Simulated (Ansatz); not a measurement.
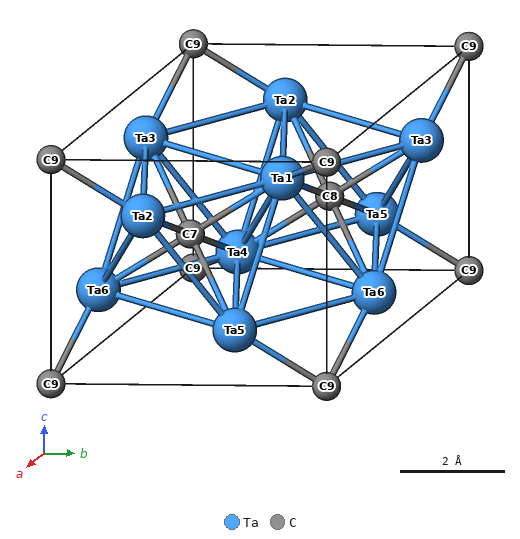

**Figure 1.** The input geometry of the first run (ball-and-stick view of the cell of the calculation, seen at an oblique angle; atoms are numbered from 1 in the order of the input). An atom can appear more than once, as a periodic image. Near neighbours in the periodic cell (some may lie outside the picture): Ta has 3 C at 2.15 to 2.17 Å and 12 Ta at 3.02 to 3.07 Å; C has 6 Ta at 2.15 to 2.17 Å.

# From Ta2C to Hf2N

System: Ta2C (P-31m, 9 atoms in the cell).
Method of the first run: DFT PBEsol, scalar-relativistic, plane waves, PAW, no spin polarisation (Ansatz 0.2.0).
System of the second run: Hf2N (P-31m, 9 atoms in the cell).

On the first run: The structure was made by swapping elements on the sites of another compound; it need not be a known phase. On the second run: The structure was made by swapping elements on the sites of another compound; it need not be a known phase. It belongs to a series of runs on one base structure; here: Ta -> Hf on all its sites, cell and atoms relaxed. Text and figures count atoms from 1; the logs count them from 0 in places.

## The input, the first run
```yaml
crystal:
  lattice:
    - [5.3073791031, 0.0, 0.0]
    - [-2.6536895516, 4.5963251308, 0.0]
    - [0.0, 0.0, 4.9529939197]
  atoms:
    - { symbol: Ta, position: [0.6668041045, 0.6668041045, 0.7527922812] }
    - { symbol: Ta, position: [0.0, 0.3331958955, 0.7527922812] }
    - { symbol: Ta, position: [0.3331958955, 0.0, 0.7527922812] }
    - { symbol: Ta, position: [0.3331958955, 0.3331958955, 0.2472077188] }
    - { symbol: Ta, position: [0.0, 0.6668041045, 0.2472077188] }
    - { symbol: Ta, position: [0.6668041045, 0.0, 0.2472077188] }
    - { symbol: C, position: [0.6666666667, 0.3333333333, 0.5] }
    - { symbol: C, position: [0.3333333333, 0.6666666667, 0.5] }
    - { symbol: C, position: [0.0, 0.0, 0.0] }
basis:
  ecutwfc: 420
kpoints:
  mp_grid: { grid: [12, 12, 8] }
hamiltonian:
  xc: pbesol
scf:
  occupations: { method: gaussian, width: 0.1 }
output:
  forces: true
  stress: true
  eigenvalues: true
  write_density: true
  write_potential: true
  elf: true
  volumetric_format: npy
relax:
  adjacent_minimum: "off"
  f_tol: 0.01
  max_steps: 60
  cell: { stress_tol: 0.1 }
```

Command:
```bash
ansatz run input.yaml --threads 2 --pin off --max-ram 5120MiB --backend cpu --events-out ev --progress --plain --runs-dir out
```

Hardware: 2 threads of Oxide Virtual Turin-like (Zen 5), 32 GiB of memory available, shared host.

## Output, shortened to warnings, some set-up lines, iterations and results (the first run)
```
Basis set: ecut = 420 eV, 2351 PW (Γ), exchange–correlation on 72×72×72 points (8 copies of the dense FFT grid, shifted against one another)
Symmetry: 12 space group operations
k-points: 131 of 1152
Initial density: superposition of atomic densities (neutral atoms: chi_scale 0, normalization atom), corrected by the library's trained network
[...]
SCF iter   1: F=—  HF=-59584.567630 eV  |F-HF|=—  |Δ(HF+E_count)|=         —  Δρ=6.20e-3  dr2=3.84e-2  ethr=1.77e-3  ⟨swp⟩=6.0  Hψ=27970  notcnv=0
SCF iter   2: F=—  HF=-59584.561547 eV  |F-HF|=—  |Δ(HF+E_count)|=   6.08e-3  Δρ=3.68e-3  dr2=1.52e-2  ethr=4.27e-5  ⟨swp⟩=1.6  Hψ=8396  notcnv=0
SCF iter   3: F=—  HF=-59584.558111 eV  |F-HF|=—  |Δ(HF+E_count)|=   3.44e-3  Δρ=5.79e-4  dr2=7.04e-4  ethr=1.68e-5  ⟨swp⟩=2.0  Hψ=8715  notcnv=0
SCF iter   4: F=—  HF=-59584.557922 eV  |F-HF|=—  |Δ(HF+E_count)|=   1.90e-4  Δρ=2.51e-4  dr2=6.39e-5  ethr=7.83e-7  ⟨swp⟩=2.0  Hψ=9437  notcnv=0
SCF iter   5: F=—  HF=-59584.557908 eV  |F-HF|=—  |Δ(HF+E_count)|=   1.39e-5  Δρ=3.19e-5  dr2=1.09e-6  ethr=7.10e-8  ⟨swp⟩=2.0  Hψ=9162  notcnv=0
[... 30 lines ...]
SCF iter   4: F=—  HF=-59584.666669 eV  |F-HF|=—  |Δ(HF+E_count)|=   1.08e-8  Δρ=3.29e-6  dr2=1.11e-8  ethr=5.45e-11  ⟨swp⟩=2.0  Hψ=9734  notcnv=0
SCF iter   5: F=—  HF=-59584.666669 eV  |F-HF|=—  |Δ(HF+E_count)|=   2.24e-9  Δρ=6.15e-7  dr2=3.91e-10  ethr=1.24e-11  ⟨swp⟩=2.0  Hψ=9495  notcnv=0
SCF iter   6: F=-59584.666669 eV  HF=-59584.666669 eV  |F-HF|=2.18e-11  |Δ(HF+E_count)|=  8.00e-11  Δρ=8.16e-8  dr2=7.30e-12  ethr=1.00e-12  ⟨swp⟩=8.2  Hψ=33042  notcnv=0
SCF 5 converged in 6 iterations: F = -59584.666669 eV  dr2 = 7.30e-12
relax step   5: F+E_penalty+E_count = -59584.66666939 eV  Δ(F+E_penalty+E_count) = -2.143e-3 eV  max|allowed force component| = 1.505e-3 eV/Å  Δτ_max = 0.0000 Å  P = +0.018 …
basis re-selected at this cell: Δ(F+E_penalty+E_count) = -2.143e-3 eV, ΔP = +0.022 GPa vs the last step (what re-selecting the basis moved, of the pressure what is left beyond the Pulay correction that the steps carried, after the strain that the cell walked since its last selection, with what the …
SCF converged after 6 iterations
Free energy (F): -59584.666669 eV
Harris-Foulkes:  -59584.666669 eV  (|F-HF|=2.18e-11)
Internal energy: -59584.652190 eV  (E = F + TS)
E sigma→0 (E₀):  -59584.659430 eV
Entropy (-TS):   -0.014479 eV (-1.609 meV/atom)
Fermi energy:    18.464968 eV
--- Per-component energies (eV) ---
  E_band       = -554.790120
  E_kinetic    = 2471.133640
  E_local      = -3506.015565  (includes V_loc(G=0)·N_el)
  E_nonlocal   = 183.587060
  E_hartree    = 1208.970772
  E_xc         = -1450.584014
  E_vxc        = -1408.004082  (∫ρ·V_xc dr)
  E_paw        = -49922.136751  (= ΣΔE_a)
  E_vpaw       = -713.433493  (= ΣTr[D̂ρ^β])
  E_aug_tail   = 0.000816  (compensation charges beyond the density's cutoff)
  E_ewald      = -8570.953328
  E_core_change = 1.345180  (= ΣΔE_core)
  E_smearing   = -0.014479  (= −TS)
  E_closure    = 0.000000  (closes the sum)
  Σ components = -59584.666669   (vs F -59584.666669, Δ=0.00e0)
--- Forces (eV/Å), atoms counted from 1 ---
  atom   1  Ta    -0.00075256    -0.00130347    -0.00147318
  atom   2  Ta    -0.00075256     0.00130347    -0.00147318
  atom   3  Ta     0.00150512     0.00000000    -0.00147318
  atom   4  Ta     0.00075256     0.00130347     0.00147318
  atom   5  Ta     0.00075256    -0.00130347     0.00147318
  atom   6  Ta    -0.00150512    -0.00000000     0.00147318
  atom   7  C     -0.00000000     0.00000000     0.00000000
  atom   8  C      0.00000000    -0.00000000    -0.00000000
  atom   9  C     -0.00000000     0.00000000     0.00000000
  max |Σ_I F_I| component: 2.04e-17 eV/Å
--- Stress (GPa, compression-positive) ---
       -0.003607       0.000000       0.000000
        0.000000      -0.003607      -0.000000
        0.000000       0.000000       0.060552
  P = ⅓ Tr σ = 0.0178 GPa (0.178 kbar)
--- Relaxed structure (4 steps of the walk, 3 accepted, 1 SCFs on fresh bases) ---
  F+E_penalty+E_count = -59584.66666939 eV   max|allowed force component| = 1.505e-3 eV/Å   (the final SCF, on the basis selected at the relaxed cell)
[...]
```

The input of the second run differs as follows (lines with − go, lines with + come):
```diff
-    - [5.3073791031, 0.0, 0.0]
-    - [-2.6536895516, 4.5963251308, 0.0]
-    - [0.0, 0.0, 4.9529939197]
+    - [5.5295367578, 0.0, 0.0]
+    - [-2.7647683789, 4.7887193034, 0.0]
+    - [0.0, 0.0, 5.0814960742]
-    - { symbol: Ta, position: [0.6668041045, 0.6668041045, 0.7527922812] }
-    - { symbol: Ta, position: [0.0, 0.3331958955, 0.7527922812] }
-    - { symbol: Ta, position: [0.3331958955, 0.0, 0.7527922812] }
-    - { symbol: Ta, position: [0.3331958955, 0.3331958955, 0.2472077188] }
-    - { symbol: Ta, position: [0.0, 0.6668041045, 0.2472077188] }
-    - { symbol: Ta, position: [0.6668041045, 0.0, 0.2472077188] }
-    - { symbol: C, position: [0.6666666667, 0.3333333333, 0.5] }
-    - { symbol: C, position: [0.3333333333, 0.6666666667, 0.5] }
-    - { symbol: C, position: [0.0, 0.0, 0.0] }
+    - { symbol: Hf, position: [0.6677922661, 0.6677922661, 0.7470190403] }
+    - { symbol: Hf, position: [0.0, 0.3322077339, 0.7470190403] }
+    - { symbol: Hf, position: [0.3322077339, 0.0, 0.7470190403] }
+    - { symbol: Hf, position: [0.3322077339, 0.3322077339, 0.2529809597] }
+    - { symbol: Hf, position: [0.0, 0.6677922661, 0.2529809597] }
+    - { symbol: Hf, position: [0.6677922661, 0.0, 0.2529809597] }
+    - { symbol: "N", position: [0.6666666667, 0.3333333333, 0.5] }
+    - { symbol: "N", position: [0.3333333333, 0.6666666667, 0.5] }
+    - { symbol: "N", position: [0.0, 0.0, 0.0] }
-  mp_grid: { grid: [12, 12, 8] }
+  mp_grid: { grid: [6, 6, 8] }
```

How does the second run compare with the first run?

The total energies belong to different systems, so their difference says nothing on which is more stable or more accurate. The volume per atom goes from 13.59 to 14.97 Å³. The SCF takes 28 iterations over all geometry steps against 30. The irreducible k-points go from 131 to 44. On the same kind of shared host the second run took about 0.69 times as long.

## Output, shortened to warnings, some set-up lines, iterations and results (the second run)
```
Basis set: ecut = 420 eV, 2657 PW (Γ), exchange–correlation on 80×80×72 points (8 copies of the dense FFT grid, shifted against one another)
Symmetry: 12 space group operations
k-points: 44 of 288
Initial density: superposition of atomic densities (neutral atoms: chi_scale 0, normalization atom), corrected by the library's trained network
[...]
SCF iter   1: F=—  HF=-94735.336399 eV  |F-HF|=—  |Δ(HF+E_count)|=         —  Δρ=5.77e-3  dr2=3.30e-2  ethr=1.77e-3  ⟨swp⟩=4.5  Hψ=13020  notcnv=0  defer=117
SCF iter   2: F=—  HF=-94735.333790 eV  |F-HF|=—  |Δ(HF+E_count)|=   2.61e-3  Δρ=3.61e-3  dr2=1.48e-2  ethr=1.93e-5  ⟨swp⟩=2.0  Hψ=6252  notcnv=0  defer=181
SCF iter   3: F=—  HF=-94735.331753 eV  |F-HF|=—  |Δ(HF+E_count)|=   2.04e-3  Δρ=7.91e-4  dr2=1.65e-3  ethr=8.65e-6  ⟨swp⟩=2.0  Hψ=4790  notcnv=0  defer=181
SCF iter   4: F=—  HF=-94735.331251 eV  |F-HF|=—  |Δ(HF+E_count)|=   5.02e-4  Δρ=3.44e-4  dr2=2.08e-4  ethr=9.62e-7  ⟨swp⟩=2.1  Hψ=6799  notcnv=0  defer=181
SCF iter   5: F=—  HF=-94735.331154 eV  |F-HF|=—  |Δ(HF+E_count)|=   9.61e-5  Δρ=2.12e-4  dr2=5.24e-5  ethr=1.22e-7  ⟨swp⟩=2.0  Hψ=7832  notcnv=0  defer=181
[... 26 lines ...]
SCF iter   2: F=—  HF=-94735.331442 eV  |F-HF|=—  |Δ(HF+E_count)|=   6.17e-5  Δρ=3.41e-6  dr2=2.67e-9  ethr=4.00e-12  ⟨swp⟩=4.3  Hψ=14124  notcnv=0
SCF iter   3: F=—  HF=-94735.331442 eV  |F-HF|=—  |Δ(HF+E_count)|=   2.05e-9  Δρ=1.77e-6  dr2=6.60e-10  ethr=1.56e-12  ⟨swp⟩=2.0  Hψ=7164  notcnv=0
SCF iter   4: F=-94735.331442 eV  HF=-94735.331442 eV  |F-HF|=1.46e-11  |Δ(HF+E_count)|=  7.71e-10  Δρ=1.41e-7  dr2=1.78e-11  ethr=1.00e-12  ⟨swp⟩=8.8  Hψ=28203  notcnv=0
SCF 4 converged in 4 iterations: F = -94735.331442 eV  dr2 = 1.78e-11
relax step   4: F+E_penalty+E_count = -94735.33144196 eV  Δ(F+E_penalty+E_count) = -3.047e-4 eV  max|allowed force component| = 3.068e-3 eV/Å  Δτ_max = 0.0000 Å  P = +0.021 …
basis re-selected at this cell: Δ(F+E_penalty+E_count) = -3.047e-4 eV, ΔP = +0.002 GPa vs the last step (what re-selecting the basis moved, of the pressure what is left beyond the Pulay correction that the steps carried, after the strain that the cell walked since its last selection, with what the …
SCF converged after 4 iterations
Free energy (F): -94735.331442 eV
Harris-Foulkes:  -94735.331442 eV  (|F-HF|=1.46e-11)
Internal energy: -94735.299768 eV  (E = F + TS)
E sigma→0 (E₀):  -94735.315605 eV
Entropy (-TS):   -0.031674 eV (-3.519 meV/atom)
Fermi energy:    21.220344 eV
--- Per-component energies (eV) ---
  E_band       = 658.848455
  E_kinetic    = 2946.182312
  E_local      = -29451.935862  (includes V_loc(G=0)·N_el)
  E_nonlocal   = -7293.544512
  E_hartree    = 13916.047947
  E_xc         = -1970.499367
  E_vxc        = -1831.780660  (∫ρ·V_xc dr)
  E_paw        = -41211.832470  (= ΣΔE_a)
  E_vpaw       = 8457.831691  (= ΣTr[D̂ρ^β])
  E_aug_tail   = 0.000273  (compensation charges beyond the density's cutoff)
  E_ewald      = -31677.308935
  E_core_change = 7.590846  (= ΣΔE_core)
  E_smearing   = -0.031674  (= −TS)
  E_closure    = 0.000000  (closes the sum)
  Σ components = -94735.331442   (vs F -94735.331442, Δ=0.00e0)
--- Forces (eV/Å), atoms counted from 1 ---
  atom   1  Hf     0.00077922     0.00134965     0.00306810
  atom   2  Hf     0.00077922    -0.00134965     0.00306810
  atom   3  Hf    -0.00155845    -0.00000000     0.00306810
  atom   4  Hf    -0.00077922    -0.00134965    -0.00306810
  atom   5  Hf    -0.00077922     0.00134965    -0.00306810
  atom   6  Hf     0.00155845     0.00000000    -0.00306810
  atom   7  N     -0.00000000    -0.00000000     0.00000000
  atom   8  N      0.00000000     0.00000000    -0.00000000
  atom   9  N     -0.00000000     0.00000000     0.00000000
  max |Σ_I F_I| component: 1.13e-17 eV/Å
--- Stress (GPa, compression-positive) ---
        0.013305      -0.000000       0.000000
       -0.000000       0.013305      -0.000000
        0.000000      -0.000000       0.035417
  P = ⅓ Tr σ = 0.0207 GPa (0.207 kbar)
--- Relaxed structure (3 steps of the walk, 2 accepted, 1 SCFs on fresh bases) ---
  F+E_penalty+E_count = -94735.33144196 eV   max|allowed force component| = 3.068e-3 eV/Å   (the final SCF, on the basis selected at the relaxed cell)
[...]
```

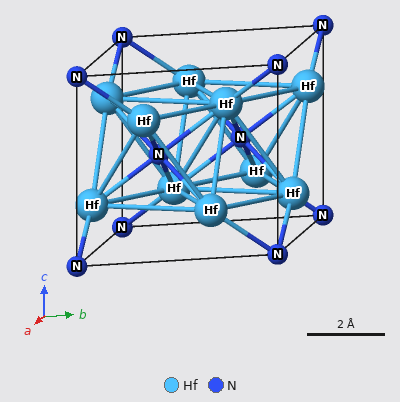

**Figure 2.** The input structure of the second run (ball-and-stick view of the cell of the calculation, seen slightly off an axis). An atom can appear more than once, as a periodic image.

## The two runs side by side

| quantity | the first run | the second run |
| --- | --- | --- |
| outcome | converged | converged |
| free energy per atom (eV) | −6620.5185 | −10526.1479 |
| energy per atom, smearing taken to zero (eV) | −6620.5177 | −10526.1462 |
| gap on the mesh (eV) | 0.00 | 0.00 |
| pressure (GPa) | 0.02 | 0.02 |
| volume per atom (Å³) | 13.59 | 14.97 |
| largest force (eV/Å) | 0.002 | 0.003 |
| SCF iterations | 30 | 28 |
| irreducible k-points | 131 | 44 |
| wall time (shared host) | 1.9 min | 78 s |

For the first run: Spin–orbit coupling is left out, which matters for Ta. For the second run: Spin–orbit coupling is left out, which matters for Hf. The cell holds an odd number of electrons but the run has no spin polarisation, so a band is left half filled.
